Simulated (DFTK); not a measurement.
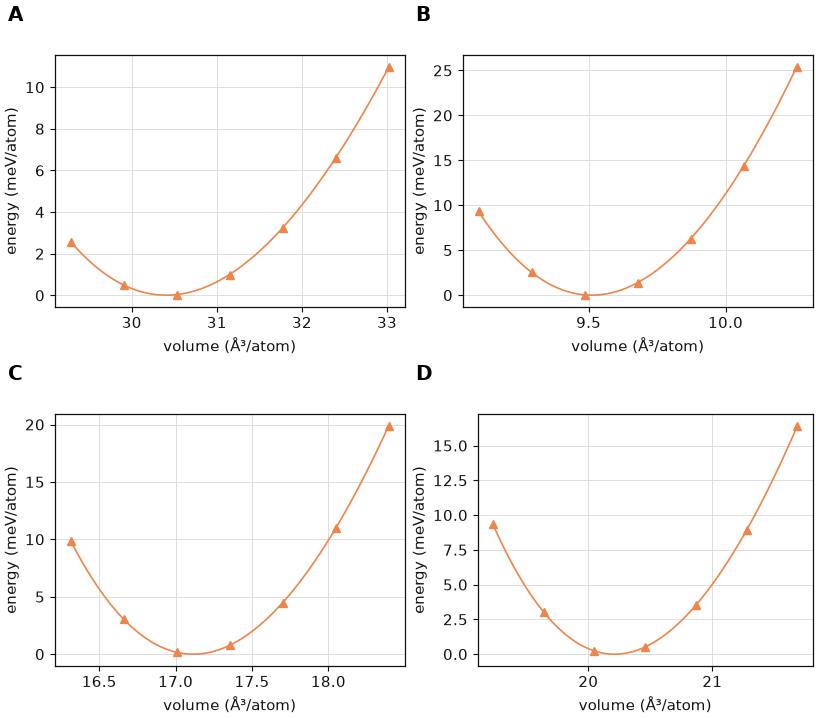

Each panel shows the energy against volume for one of these solids: AgCl, Fm-3m (No. 225); KCl, Fm-3m (No. 225); MgB₂, P6/mmm (No. 191); PbF₂, Fm-3m (No. 225).

Computed with DFTK 0.8.2: plane-wave DFT, no spin polarisation; energies at scaled volumes of the given cell, shape and fractions fixed, counted from the fit's minimum, third-order Birch-Murnaghan fit. Level: PBEsol.

Match the panels to the solids.

Answer. A is KCl (energy from 0.03 meV/atom to 10.98 meV/atom, V0 30.41 Å³/atom, B0 18.4 GPa); B is MgB₂ (energy from 0.03 meV/atom to 25.39 meV/atom, V0 9.511 Å³/atom, B0 155 GPa); C is PbF₂ (energy from 0.17 meV/atom to 19.88 meV/atom, V0 17.11 Å³/atom, B0 76.6 GPa); D is AgCl (energy from 0.23 meV/atom to 16.41 meV/atom, V0 20.21 Å³/atom, B0 56.7 GPa).

For MgB₂, limits of the calculation: shape and atomic fractions are frozen while scaling, which makes layered, chain and framework solids too stiff.

For PbF₂, limits of the calculation: spin-orbit coupling left out, heavy elements.
